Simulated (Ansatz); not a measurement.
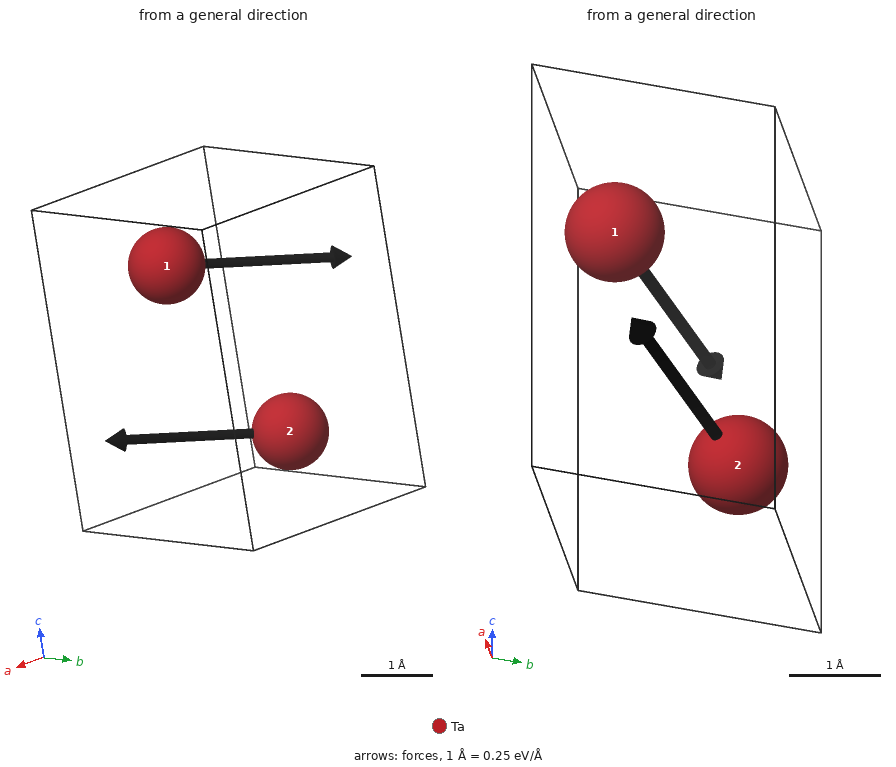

Spheres-only representation of a periodic structure, projected from two general directions. The wireframe shows the simulation cell. The arrows are the computed forces on the atoms.

System: Ta. Computational set-up: DFT LDA, scalar-relativistic, plane waves, PAW in Ansatz 0.2.0, wavefunction cutoff 420 eV, the zone sampled with 12×12×8 points, Gaussian smearing of 0.15 eV, no spin polarisation.

> Has this structure been optimised to equilibrium?

No. The atoms still feel forces of up to about 0.55 eV/Å, far above a usual threshold of 0.01 to 0.03 eV/Å.

> Which atom carries the strongest force?

Ta1 and Ta2, about 0.55 eV/Å.

The structure comes from a structure listed in the Materials Project. The cell was then strained or its atoms displaced on purpose. Ansatz was used for an electronic-structure calculation on it.
